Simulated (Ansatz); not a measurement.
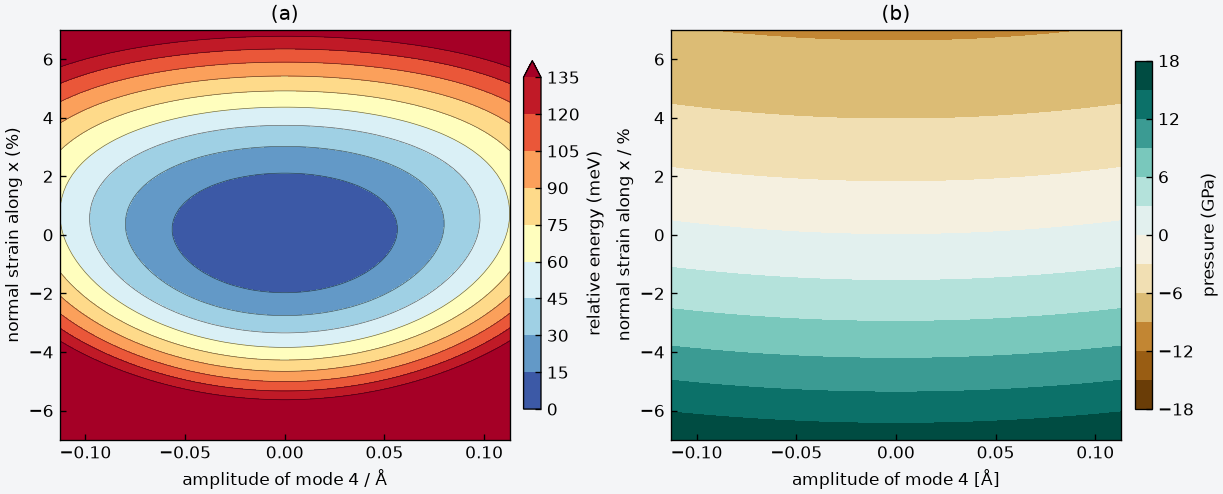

HfB (Fm-3m, No. 225; 2 atoms in the cell). The energy is mapped over a normal mode and a strain (zone-centre modes of the 2-atom cell of this scan) (x, y and z along the cube axes). Coordinates scanned: (1) amplitude of mode 4 (471 cm⁻¹), largest displacement in the unstrained cell; (2) normal strain along x. Nothing is relaxed (the pattern is fixed in fractional coordinates). Grid: 7 × 7 points; 28 points were computed and 21 follow by symmetry. Points are written as (first, second). All energies are given in meV per cell relative to the lowest grid point. The calculation used Ansatz 0.2.0, DFT PBEsol, scalar-relativistic, plane waves, PAW. Settings: cutoff 520 eV, k-mesh 16×16×16, gaussian smearing 0.15 eV, no spin polarisation.

Panel (a) is the energy; panel (b) is the computed pressure, in GPa.

In the figure: filled contours, one colour for all values above the top of the scale. Between grid points the surface is interpolated.

### How does the pressure vary over the map, and what is it at the lowest grid point?

It runs from −9.4 GPa at (0.000 Å, 7.00 %) to 17.8 GPa at (−0.113 Å, −7.00 %). At the lowest grid point, (0.000 Å, 0.00 %), it is 0.0 GPa.
